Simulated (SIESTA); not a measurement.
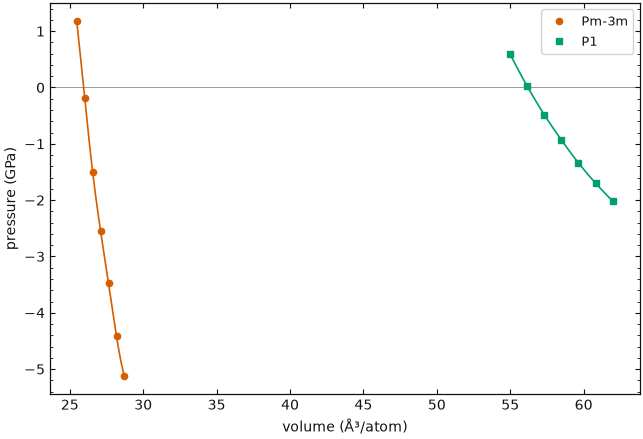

Figure. Pressure against volume, with one curve for each structure, for PbSe.

Settings that differ: Pm-3m: k mesh 7×7×7; P1: k mesh 6×6×3.

The fitted equilibrium volumes, smallest first, are Pm-3m 25.878, P1 56.191 Å³/atom. The fitted bulk moduli, smallest first, are P1 26.3, Pm-3m 59.3 GPa. For Pm-3m, the pressure falls from 1.18 GPa at volume 25.47 Å³/atom to −5.13 GPa at 28.72 Å³/atom, and changes sign near 25.94 Å³/atom. For P1, the pressure falls from 0.60 GPa at volume 54.97 Å³/atom to −2.02 GPa at 61.99 Å³/atom, and changes sign near 56.2 Å³/atom.

How it was computed, with SIESTA 5.4.2: DFT in numerical atomic orbitals with pseudopotentials, no spin polarisation; energies at scaled volumes of the given cell, shape and fractions fixed, counted from the fit's minimum, third-order Birch-Murnaghan fit. Level: PBEsol.

occupations Fermi–Dirac; smearing width 0.05 eV; potentials PseudoDojo 0.4 standard, converted to PSML, two zetas on semicore shells.

Note: mulliken charges of long orbitals; spin-orbit coupling left out, heavy elements.
